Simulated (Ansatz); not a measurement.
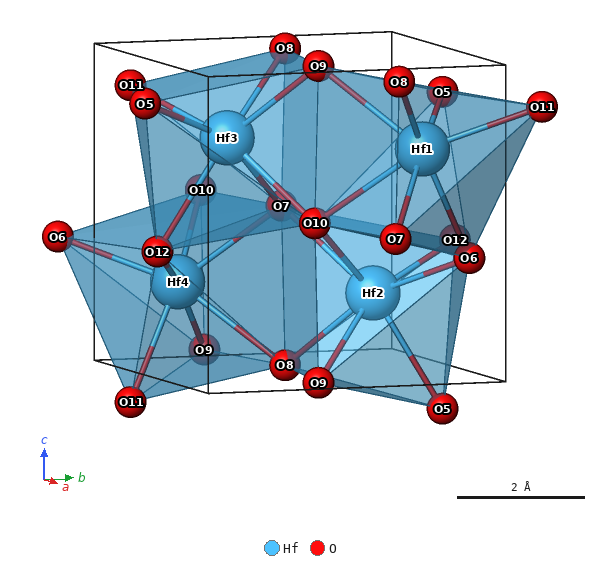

Fig. 1: The input geometry of the first run (polyhedral view of the cell of the calculation, seen slightly off an axis; polyhedra are completed across the faces of the cell; atoms are numbered from 1 in the order of the input).

## Two runs on HfO$_{2}$

System: HfO$_{2}$ (Pca2₁, 12 atoms in the cell).
Method of the first run: Kohn-Sham DFT of a periodic cell, PBE, Ansatz PAW, no spin polarisation (Ansatz 0.2.0).

The structure derives from a Materials Project entry. Text and figures count atoms from 1; the logs count them from 0 in places.

Input, the first run:
```yaml
crystal:
  lattice:
    - [5.21946336, 0.0, 0.0]
    - [0.0, 5.00476369, 0.0]
    - [0.0, 0.0, 5.03268505]
  atoms:
    - { symbol: Hf, position: [0.966994, 0.73252082, 0.74144035] }
    - { symbol: Hf, position: [0.533006, 0.73252082, 0.24144035] }
    - { symbol: Hf, position: [0.466994, 0.26747918, 0.74144035] }
    - { symbol: Hf, position: [0.033006, 0.26747918, 0.24144035] }
    - { symbol: O, position: [0.63212745, 0.9286454, 0.87926726] }
    - { symbol: O, position: [0.86787255, 0.9286454, 0.37926726] }
    - { symbol: O, position: [0.23394852, 0.53988305, 0.49229239] }
    - { symbol: O, position: [0.26605148, 0.53988305, 0.99229239] }
    - { symbol: O, position: [0.76605148, 0.46011695, 0.99229239] }
    - { symbol: O, position: [0.73394852, 0.46011695, 0.49229239] }
    - { symbol: O, position: [0.13212745, 0.0713546, 0.87926726] }
    - { symbol: O, position: [0.36787255, 0.0713546, 0.37926726] }
hamiltonian:
  xc: pbe
  pseudopotentials: { kind: paw }
kpoints:
  mp_grid: { grid: [5, 6, 5] }
scf:
  occupations: { method: fermi_dirac, width: 0.05 }
output:
  forces: true
  stress: true
  eigenvalues: true
```

Command:
```bash
ansatz run input.yaml --threads 4 --pin off --max-ram 11264MiB --backend cpu --events-out ev --progress --plain --runs-dir out
```

Hardware: 4 threads of Arm Neoverse V2, 24 GiB of memory available, shared host.

Output, shortened to warnings, some set-up lines, iterations and results (the first run):
```
Basis set: ecut = 420 eV, 2577 PW (Γ), exchange–correlation on 72×72×72 points (8 copies of the dense FFT grid, shifted against one another)
Symmetry: 4 space group operations
k-points: 36 of 150 (time reversal used)
Initial density: superposition of atomic densities (neutral atoms: chi_scale 0, normalization atom), corrected by the library's trained network
[...]
SCF iter   1: F=—  HF=-67446.243900 eV  |F-HF|=—  |Δ(HF+E_count)|=         —  Δρ=3.55e-3  dr2=1.16e-2  ethr=1.77e-3  ⟨swp⟩=5.4  Hψ=10335  notcnv=0  defer=99
SCF iter   2: F=—  HF=-67446.243767 eV  |F-HF|=—  |Δ(HF+E_count)|=   1.33e-4  Δρ=1.68e-3  dr2=1.50e-3  ethr=7.66e-6  ⟨swp⟩=2.0  Hψ=5976  notcnv=0  defer=122
SCF iter   3: F=—  HF=-67446.244334 eV  |F-HF|=—  |Δ(HF+E_count)|=   5.66e-4  Δρ=7.84e-4  dr2=4.71e-4  ethr=9.87e-7  ⟨swp⟩=2.1  Hψ=3926  notcnv=0  defer=8
SCF iter   4: F=—  HF=-67446.244582 eV  |F-HF|=—  |Δ(HF+E_count)|=   2.48e-4  Δρ=1.36e-4  dr2=2.77e-5  ethr=3.10e-7  ⟨swp⟩=2.0  Hψ=5146  notcnv=0  defer=8
SCF iter   5: F=—  HF=-67446.244846 eV  |F-HF|=—  |Δ(HF+E_count)|=   2.64e-4  Δρ=8.47e-5  dr2=7.58e-6  ethr=1.82e-8  ⟨swp⟩=2.0  Hψ=5696  notcnv=0  defer=8
SCF iter   6: F=—  HF=-67446.244844 eV  |F-HF|=—  |Δ(HF+E_count)|=   1.85e-6  Δρ=3.19e-5  dr2=1.37e-6  ethr=4.98e-9  ⟨swp⟩=2.0  Hψ=4760  notcnv=0  defer=8
SCF iter   7: F=—  HF=-67446.244844 eV  |F-HF|=—  |Δ(HF+E_count)|=   4.42e-7  Δρ=8.99e-6  dr2=1.08e-7  ethr=8.99e-10  ⟨swp⟩=2.0  Hψ=5124  notcnv=0  defer=8
SCF iter   8: F=-67446.244844 eV  HF=-67446.244844 eV  |F-HF|=4.98e-9  |Δ(HF+E_count)|=   2.01e-8  Δρ=3.20e-6  dr2=1.32e-8  ethr=6.58e-11  ⟨swp⟩=8.4  Hψ=13009  notcnv=0
SCF 1 converged in 8 iterations: F = -67446.244844 eV  dr2 = 1.32e-8
SCF converged after 8 iterations
Free energy (F): -67446.244844 eV
Harris-Foulkes:  -67446.244844 eV  (|F-HF|=4.98e-9)
Internal energy: -67446.244844 eV  (E = F + TS)
E sigma→0 (E₀):  -67446.244844 eV
Fermi energy:    17.456031 eV
--- Per-component energies (eV) ---
  E_band       = 178.533123
  E_kinetic    = 3097.861135
  E_local      = -23356.260827  (includes V_loc(G=0)·N_el)
  E_nonlocal   = -4586.472532
  E_hartree    = 10717.973365
  E_xc         = -1793.916996
  E_vxc        = -1822.956263  (∫ρ·V_xc dr)
  E_paw        = -28975.854602  (= ΣΔE_a)
  E_vpaw       = 5410.402040  (= ΣTr[D̂ρ^β])
  E_aug_tail   = 0.019849  (compensation charges beyond the density's cutoff)
  E_ewald      = -22549.594236
  E_smearing   = -0.000000  (= −TS)
  E_closure    = -0.000000  (closes the sum)
  Σ components = -67446.244844   (vs F -67446.244844, Δ=0.00e0)
--- Forces (eV/Å), atoms counted from 1 ---
  atom   1  Hf     0.05242426    -0.02691721     0.08950070
  atom   2  Hf    -0.05242426    -0.02691721     0.08950070
  atom   3  Hf     0.05242426     0.02691721     0.08950070
  atom   4  Hf    -0.05242426     0.02691721     0.08950070
  atom   5  O     -0.02969780    -0.03399173    -0.01108548
  atom   6  O      0.02969780    -0.03399173    -0.01108548
  atom   7  O      0.03439413     0.07911244    -0.07841219
  atom   8  O     -0.03439413     0.07911244    -0.07841219
  atom   9  O     -0.03439413    -0.07911244    -0.07841219
  atom  10  O      0.03439413    -0.07911244    -0.07841219
  atom  11  O     -0.02969780     0.03399173    -0.01108548
  atom  12  O      0.02969780     0.03399173    -0.01108548
  max |Σ_I F_I| component: 1.21e-5 eV/Å
--- Stress (GPa, compression-positive) ---
        9.831258       0.000000       0.000000
        0.000000       9.930009       0.000000
        0.000000       0.000000       9.508918
  P = ⅓ Tr σ = 9.7567 GPa (97.567 kbar)
```

The input of the second run differs as follows (lines with − go, lines with + come):
```diff
-    - [5.21946336, 0.0, 0.0]
-    - [0.0, 5.00476369, 0.0]
-    - [0.0, 0.0, 5.03268505]
+    - [5.148921424, 0.0, 0.0]
+    - [0.0, 4.9371234566, 0.0]
+    - [0.0, 0.0, 4.9646674546]
```

Predict how the results change.

With the same functional and potentials, the second run lies 43.1 meV per atom higher. The gap on the mesh goes from 4.48 to 4.62 eV. The pressure goes from 9.76 to 22.22 GPa. The largest force goes from 0.117 to 0.279 eV/Å. The volume per atom goes from 10.96 to 10.52 Å³. The cell is scaled evenly with the atoms at fixed fractional positions, so −ΔP/Δ ln V estimates the bulk modulus midway between the two volumes: about 310 GPa. The SCF takes 7 iterations against 8. The plane waves at Γ go from 2577 to 2477.

Output, shortened to warnings, some set-up lines, iterations and results (the second run):
```
Basis set: ecut = 420 eV, 2477 PW (Γ), exchange–correlation on 72×72×72 points (8 copies of the dense FFT grid, shifted against one another)
Symmetry: 4 space group operations
k-points: 36 of 150 (time reversal used)
Initial density: superposition of atomic densities (neutral atoms: chi_scale 0, normalization atom), corrected by the library's trained network
[...]
SCF iter   1: F=—  HF=-67445.726793 eV  |F-HF|=—  |Δ(HF+E_count)|=         —  Δρ=3.67e-3  dr2=1.05e-2  ethr=1.77e-3  ⟨swp⟩=5.5  Hψ=10363  notcnv=0  defer=99
SCF iter   2: F=—  HF=-67445.726139 eV  |F-HF|=—  |Δ(HF+E_count)|=   6.54e-4  Δρ=1.78e-3  dr2=1.56e-3  ethr=6.91e-6  ⟨swp⟩=2.0  Hψ=5976  notcnv=0  defer=120
SCF iter   3: F=—  HF=-67445.726747 eV  |F-HF|=—  |Δ(HF+E_count)|=   6.08e-4  Δρ=7.51e-4  dr2=4.24e-4  ethr=1.03e-6  ⟨swp⟩=2.0  Hψ=3843  notcnv=0  defer=7
SCF iter   4: F=—  HF=-67445.726954 eV  |F-HF|=—  |Δ(HF+E_count)|=   2.08e-4  Δρ=1.39e-4  dr2=2.44e-5  ethr=2.79e-7  ⟨swp⟩=2.0  Hψ=5080  notcnv=0  defer=7
SCF iter   5: F=—  HF=-67445.727190 eV  |F-HF|=—  |Δ(HF+E_count)|=   2.35e-4  Δρ=8.20e-5  dr2=6.68e-6  ethr=1.61e-8  ⟨swp⟩=2.0  Hψ=5700  notcnv=0  defer=7
SCF iter   6: F=—  HF=-67445.727187 eV  |F-HF|=—  |Δ(HF+E_count)|=   2.73e-6  Δρ=2.66e-5  dr2=7.25e-7  ethr=4.40e-9  ⟨swp⟩=2.0  Hψ=5692  notcnv=0  defer=7
SCF iter   7: F=-67445.727187 eV  HF=-67445.727187 eV  |F-HF|=1.18e-8  |Δ(HF+E_count)|=   4.32e-7  Δρ=7.03e-6  dr2=4.59e-8  ethr=6.58e-11  ⟨swp⟩=7.8  Hψ=14989  notcnv=0
SCF 1 converged in 7 iterations: F = -67445.727187 eV  dr2 = 4.59e-8
SCF converged after 7 iterations
Free energy (F): -67445.727187 eV
Harris-Foulkes:  -67445.727187 eV  (|F-HF|=1.18e-8)
Internal energy: -67445.727187 eV  (E = F + TS)
E sigma→0 (E₀):  -67445.727187 eV
Fermi energy:    18.322689 eV
--- Per-component energies (eV) ---
  E_band       = 315.160943
  E_kinetic    = 3114.365896
  E_local      = -22889.419146  (includes V_loc(G=0)·N_el)
  E_nonlocal   = -4583.841741
  E_hartree    = 10550.052857
  E_xc         = -1798.316608
  E_vxc        = -1828.852685  (∫ρ·V_xc dr)
  E_paw        = -28980.057222  (= ΣΔE_a)
  E_vpaw       = 5402.774971  (= ΣTr[D̂ρ^β])
  E_aug_tail   = 0.019954  (compensation charges beyond the density's cutoff)
  E_ewald      = -22858.531177
  E_smearing   = -0.000000  (= −TS)
  E_closure    = -0.000000  (closes the sum)
  Σ components = -67445.727187   (vs F -67445.727187, Δ=0.00e0)
--- Forces (eV/Å), atoms counted from 1 ---
  atom   1  Hf     0.14469072    -0.15535156     0.17037535
  atom   2  Hf    -0.14469072    -0.15535156     0.17037535
  atom   3  Hf     0.14469072     0.15535156     0.17037535
  atom   4  Hf    -0.14469072     0.15535156     0.17037535
  atom   5  O     -0.05885812    -0.11278271    -0.04014119
  atom   6  O      0.05885812    -0.11278271    -0.04014119
  atom   7  O      0.12696161     0.21095662    -0.13022036
  atom   8  O     -0.12696161     0.21095662    -0.13022036
  atom   9  O     -0.12696161    -0.21095662    -0.13022036
  atom  10  O      0.12696161    -0.21095662    -0.13022036
  atom  11  O     -0.05885812     0.11278271    -0.04014119
  atom  12  O      0.05885812     0.11278271    -0.04014119
  max |Σ_I F_I| component: 5.52e-5 eV/Å
--- Stress (GPa, compression-positive) ---
       22.270273       0.000000       0.000000
        0.000000      22.909996       0.000000
        0.000000       0.000000      21.487877
  P = ⅓ Tr σ = 22.2227 GPa (222.227 kbar)
```

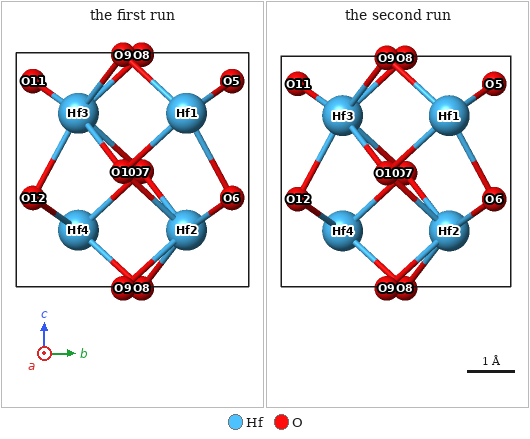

Fig. 2: The two input geometries at one scale (ball-and-stick view of the cell of the calculation, along the a axis). The atoms keep their places relative to the cell (all moves are under 0.005 Å). The drawn cell changes as follows: a 5.219 → 5.149 Å (−1.4 %), b 5.005 → 4.937 Å (−1.4 %), c 5.033 → 4.965 Å (−1.4 %); the volume changes by −4.0 %. Among the contacts that change: Hf1–O8 2.227 → 2.197 Å, Hf1–O10 2.216 → 2.186 Å, Hf1–O6 2.134 → 2.105 Å, Hf1–O9 2.134 → 2.105 Å.

The two runs side by side:

```csv
quantity,the first run,the second run
outcome,converged,converged
free energy per atom (eV),−5620.5204,−5620.4773
gap on the mesh (eV),4.48,4.62
pressure (GPa),9.76,22.22
volume per atom (Å³),10.96,10.52
largest force (eV/Å),0.117,0.279
SCF iterations,8,7
irreducible k-points,36,36
plane waves at Γ,2577,2477
wall time (shared host),10 s,9.8 s
```

For both runs: Spin–orbit coupling is left out, which matters for Hf. For the first run: The cell is under a pressure of 9.8 GPa at this level, so it is not at its equilibrium volume. For the second run: The cell is under a pressure of 22 GPa at this level, so it is not at its equilibrium volume.
